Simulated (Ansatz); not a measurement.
**What a change does: geometry relaxation on Cu**

System: Cu (Cmcm, 2 atoms in the cell).
Method of the first run: Kohn-Sham DFT of a periodic cell, PBE0, Ansatz PAW, no spin polarisation (Ansatz 0.2.0).

The structure derives from a Materials Project entry. Text and figures count atoms from 1; the logs count them from 0 in places.

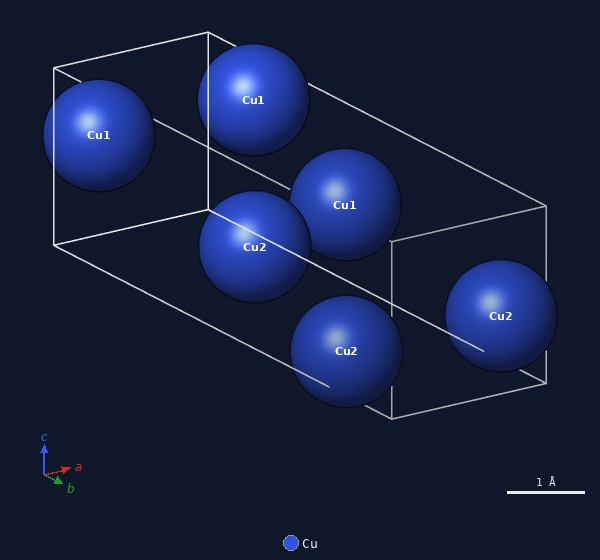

**Figure 1.** The input geometry (spheres-only view of the cell 2 times as large as that of the calculation, set on its symmetry axes, seen at an oblique angle; atoms are numbered from 1 in the order of the input). An atom can appear more than once, as a periodic image.

## Input, the first run
```yaml
crystal:
  lattice:
    - [1.21846369, -3.9763780104, 0.0]
    - [1.21846369, 3.9763780104, 0.0]
    - [0.0, 0.0, 2.4754955235]
  atoms:
    - { symbol: Cu, position: [0.86613335, 0.13386665, 0.75] }
    - { symbol: Cu, position: [0.13386665, 0.86613335, 0.25] }
hamiltonian:
  xc: pbe0
  pseudopotentials: { kind: paw }
kpoints:
  mp_grid: { grid: [6, 6, 6] }
scf:
  occupations: { method: fermi_dirac, width: 0.05 }
output:
  forces: true
  stress: true
  eigenvalues: true
relax:
  f_tol: 0.01
  max_steps: 40
  cell: { stress_tol: 0.05 }
```

Hardware: 1 × NVIDIA H100 80GB HBM3, 2 threads of AMD EPYC (Zen 3), 1656 GiB of memory available, shared host.

## Output, shortened to warnings, some set-up lines, iterations and results (the first run)
```
Basis set: ecut = 420 eV, 445 PW (Γ), exchange–correlation on 60×60×36 points (8 copies of the dense FFT grid, shifted against one another)
Symmetry: 8 space group operations
k-points: 52 of 216
Initial density: superposition of atomic densities (neutral atoms: chi_scale 0, normalization atom), corrected by the library's trained network
[...]
SCF iter   1: F=—  HF=-13250.022632 eV  |F-HF|=—  |Δ(HF+E_count)|=         —  Δρ=3.97e-3  dr2=1.91e-3  ethr=1.77e-3  ⟨swp⟩=7.7  Hψ=5138  notcnv=0
SCF iter   2: F=—  HF=-13250.022408 eV  |F-HF|=—  |Δ(HF+E_count)|=   2.24e-4  Δρ=1.30e-3  dr2=2.16e-4  ethr=5.04e-6  ⟨swp⟩=4.2  Hψ=2971  notcnv=0  defer=10
SCF iter   3: F=—  HF=-13250.022414 eV  |F-HF|=—  |Δ(HF+E_count)|=   6.16e-6  Δρ=4.65e-4  dr2=2.73e-5  ethr=5.68e-7  ⟨swp⟩=3.0  Hψ=2448  notcnv=0
SCF iter   4: F=—  HF=-13250.022420 eV  |F-HF|=—  |Δ(HF+E_count)|=   5.64e-6  Δρ=1.02e-4  dr2=3.29e-6  ethr=7.17e-8  ⟨swp⟩=3.0  Hψ=2668  notcnv=0
SCF iter   5: F=—  HF=-13250.022420 eV  |F-HF|=—  |Δ(HF+E_count)|=   6.64e-8  Δρ=3.75e-5  dr2=1.16e-7  ethr=3.01e-10  ⟨swp⟩=4.0  Hψ=5498  notcnv=0
[... 154 lines ...]
SCF 25 converged in 5 iterations: F = -13248.220623 eV  dr2 = 2.27e-12
SCF iter   1: F=—  HF=-13248.220623 eV  |F-HF|=—  |Δ(HF+E_count)|=         —  Δρ=2.16e-7  dr2=4.04e-12  ethr=7.97e-12  ⟨swp⟩=9.9  Hψ=3388  notcnv=0
SCF iter   2: F=-13248.220623 eV  HF=-13248.220623 eV  |F-HF|=1.82e-12  |Δ(HF+E_count)|=  9.09e-12  Δρ=1.58e-7  dr2=2.02e-12  ethr=1.15e-12 (applied; sched 1.00e-12)  …
SCF 26 converged in 2 iterations: F = -13248.220623 eV  dr2 = 2.02e-12
relax step   8: F+E_penalty+E_count = -13248.22062334 eV  Δ(F+E_penalty+E_count) = +6.252e-5 eV  max|allowed force component| = 7.590e-4 eV/Å  Δτ_max = 0.0000 Å  P = +0.001 …
basis re-selected at this cell: Δ(F+E_penalty+E_count) = +6.252e-5 eV, ΔP = +0.002 GPa vs the last step (what re-selecting the basis moved, of the pressure what is left beyond the Pulay correction that the steps carried, after the strain that the cell walked since its last selection, with what the …
hybrid SCF converged: 2 outer / 7 inner (+0 warm-up), last move |dexx| = 2.92e-12 eV, tail = 6.13e-12 eV
Stability not checked: this state was not tested for a lower state beside it, because the functional holds exact exchange (a hybrid, or Hartree-Fock), whose exchange loop this test does not read (fock_operator; see scf.lower_state_search)
Free energy (F): -13248.220623 eV
Frozen-core exchange: fock
Harris-Foulkes:  -13248.220623 eV  (|F-HF|=1.82e-12)
Internal energy: -13248.220196 eV  (E = F + TS)
E sigma→0 (E₀):  -13248.220410 eV
Entropy (-TS):   -0.000427 eV (-0.214 meV/atom)
Fermi energy:    15.174092 eV
--- Per-component energies (eV) ---
  E_band       = -891.621605
  E_kinetic    = 601.815400
  E_local      = -8464.446780  (includes V_loc(G=0)·N_el)
  E_nonlocal   = 804.555668
  E_hartree    = 3748.512274
  E_xc         = -136.641272
  E_vxc        = -176.126705  (∫ρ·V_xc dr)
  E_exx        = -233.612779  (= α·E_x^exact, valence–valence)
  E_paw        = -3152.043866  (= ΣΔE_a)
  E_vpaw       = -687.218791  (= ΣTr[D̂ρ^β])
  E_aug_tail   = 0.000502  (compensation charges beyond the density's cutoff)
  E_ewald      = -6415.889281
  E_core_change = -0.470063  (= ΣΔE_core)
  E_smearing   = -0.000427  (= −TS)
  E_closure    = 0.000000  (closes the sum)
  Σ components = -13248.220623   (vs F -13248.220623, Δ=3.64e-12)
--- Forces (eV/Å), atoms counted from 1 ---
  atom   1  Cu     0.00000000     0.00075901     0.00000000
  atom   2  Cu    -0.00000000    -0.00075901    -0.00000000
  max |Σ_I F_I| component: 0.00e0 eV/Å
--- Stress (GPa, compression-positive) ---
       -0.001304      -0.000000       0.000000
       -0.000000       0.005749       0.000000
        0.000000       0.000000      -0.000335
  P = ⅓ Tr σ = 0.0014 GPa (0.014 kbar)
--- Relaxed structure (6 steps of the walk, 6 accepted, 2 SCFs on fresh bases) ---
  F+E_penalty+E_count = -13248.22062334 eV   max|allowed force component| = 7.590e-4 eV/Å   (the final SCF, on the basis selected at the relaxed cell)
  cell:  # Å, volume = 25.0378 Å³
[...]
```

The input of the second run differs as follows (lines with − go, lines with + come):
```diff
-  xc: pbe0
+  xc: b3lyp
```

How does the second run compare with the first run?

The total energies belong to different methods, so their difference says nothing on which is more stable or more accurate. The volume per atom goes from 12.52 to 13.15 Å³. The functional changes from PBE0 to b3lyp. On the same kind of shared host the second run took about 2.5 times as long.

## Output, shortened to warnings, some set-up lines, iterations and results (the second run)
```
Basis set: ecut = 420 eV, 445 PW (Γ), exchange–correlation on 60×60×36 points (8 copies of the dense FFT grid, shifted against one another)
Symmetry: 8 space group operations
k-points: 52 of 216
Initial density: superposition of atomic densities (neutral atoms: chi_scale 0, normalization atom), corrected by the library's trained network
[...]
SCF iter   1: F=—  HF=-13264.438702 eV  |F-HF|=—  |Δ(HF+E_count)|=         —  Δρ=1.63e-2  dr2=4.76e-2  ethr=1.77e-3  ⟨swp⟩=7.8  Hψ=5103  notcnv=0
SCF iter   2: F=—  HF=-13264.433392 eV  |F-HF|=—  |Δ(HF+E_count)|=   5.31e-3  Δρ=8.96e-3  dr2=1.66e-2  ethr=1.25e-4  ⟨swp⟩=2.9  Hψ=2446  notcnv=0  defer=15
SCF iter   3: F=—  HF=-13264.431194 eV  |F-HF|=—  |Δ(HF+E_count)|=   2.20e-3  Δρ=3.76e-3  dr2=2.50e-3  ethr=4.36e-5  ⟨swp⟩=2.5  Hψ=2394  notcnv=0  defer=3
SCF iter   4: F=—  HF=-13264.430964 eV  |F-HF|=—  |Δ(HF+E_count)|=   2.30e-4  Δρ=1.28e-3  dr2=1.70e-4  ethr=4.64e-7  ⟨swp⟩=2.9  Hψ=5245  notcnv=0
SCF iter   5: F=—  HF=-13264.431070 eV  |F-HF|=—  |Δ(HF+E_count)|=   1.06e-4  Δρ=1.09e-3  dr2=2.04e-4  ethr=4.48e-7  ⟨swp⟩=4.0  Hψ=2930  notcnv=0
[... 162 lines ...]
SCF 25 converged in 5 iterations: F = -13263.981940 eV  dr2 = 4.90e-13
SCF iter   1: F=—  HF=-13263.981940 eV  |F-HF|=—  |Δ(HF+E_count)|=         —  Δρ=1.58e-7  dr2=2.24e-12  ethr=2.03e-12 (applied; sched 2.03e-12)  ⟨swp⟩=10.6  Hψ=3470  notcnv=0
SCF iter   2: F=-13263.981940 eV  HF=-13263.981940 eV  |F-HF|=5.46e-12  |Δ(HF+E_count)|=  5.46e-12  Δρ=1.04e-7  dr2=1.36e-12  ethr=1.09e-12 (applied; sched 1.00e-12)  …
SCF 26 converged in 2 iterations: F = -13263.981940 eV  dr2 = 1.36e-12
relax step   8: F+E_penalty+E_count = -13263.98194006 eV  Δ(F+E_penalty+E_count) = +2.475e-5 eV  max|allowed force component| = 1.606e-4 eV/Å  Δτ_max = 0.0000 Å  P = -0.000 …
basis re-selected at this cell: Δ(F+E_penalty+E_count) = +2.475e-5 eV, ΔP = +0.001 GPa vs the last step (what re-selecting the basis moved, of the pressure what is left beyond the Pulay correction that the steps carried, after the strain that the cell walked since its last selection, with what the …
hybrid SCF converged: 2 outer / 7 inner (+0 warm-up), last move |dexx| = 6.19e-13 eV, tail = 4.56e-12 eV
Stability not checked: this state was not tested for a lower state beside it, because the functional holds exact exchange (a hybrid, or Hartree-Fock), whose exchange loop this test does not read (fock_operator; see scf.lower_state_search)
Free energy (F): -13263.981940 eV
Frozen-core exchange: fock
Harris-Foulkes:  -13263.981940 eV  (|F-HF|=5.46e-12)
Internal energy: -13263.980280 eV  (E = F + TS)
E sigma→0 (E₀):  -13263.981110 eV
Entropy (-TS):   -0.001660 eV (-0.830 meV/atom)
Fermi energy:    14.575457 eV
--- Per-component energies (eV) ---
  E_band       = -888.575476
  E_kinetic    = 602.075152
  E_local      = -8635.140799  (includes V_loc(G=0)·N_el)
  E_nonlocal   = 794.157707
  E_hartree    = 3823.090033
  E_xc         = -144.423525
  E_vxc        = -185.042885  (∫ρ·V_xc dr)
  E_exx        = -186.782297  (= α·E_x^exact, valence–valence)
  E_paw        = -3206.398076  (= ΣΔE_a)
  E_vpaw       = -737.240436  (= ΣTr[D̂ρ^β])
  E_aug_tail   = 0.000436  (compensation charges beyond the density's cutoff)
  E_ewald      = -6310.253383
  E_core_change = -0.305529  (= ΣΔE_core)
  E_smearing   = -0.001660  (= −TS)
  E_closure    = 0.000000  (closes the sum)
  Σ components = -13263.981940   (vs F -13263.981940, Δ=-1.82e-12)
--- Forces (eV/Å), atoms counted from 1 ---
  atom   1  Cu     0.00000000     0.00016060    -0.00000000
  atom   2  Cu    -0.00000000    -0.00016060     0.00000000
  max |Σ_I F_I| component: 0.00e0 eV/Å
--- Stress (GPa, compression-positive) ---
       -0.001900      -0.000000       0.000000
       -0.000000      -0.001448       0.000000
        0.000000       0.000000       0.002452
  P = ⅓ Tr σ = -0.0003 GPa (-0.003 kbar)
--- Relaxed structure (6 steps of the walk, 6 accepted, 2 SCFs on fresh bases) ---
  F+E_penalty+E_count = -13263.98194006 eV   max|allowed force component| = 1.606e-4 eV/Å   (the final SCF, on the basis selected at the relaxed cell)
  cell:  # Å, volume = 26.3089 Å³
[...]
```

## The two runs side by side

```csv
quantity,the first run,the second run
outcome,converged,converged
free energy per atom (eV),−6624.1103,−6631.9910
"energy per atom, smearing taken to zero (eV)",−6624.1102,−6631.9906
gap on the mesh (eV),0.00,0.00
pressure (GPa),0.00,0.00
volume per atom (Å³),12.52,13.15
largest force (eV/Å),0.001,0.000
irreducible k-points,52,52
wall time (shared host),2.9 min,7.1 min
```

For the second run: Points of doubt noted for this run: forces on files of another functional.
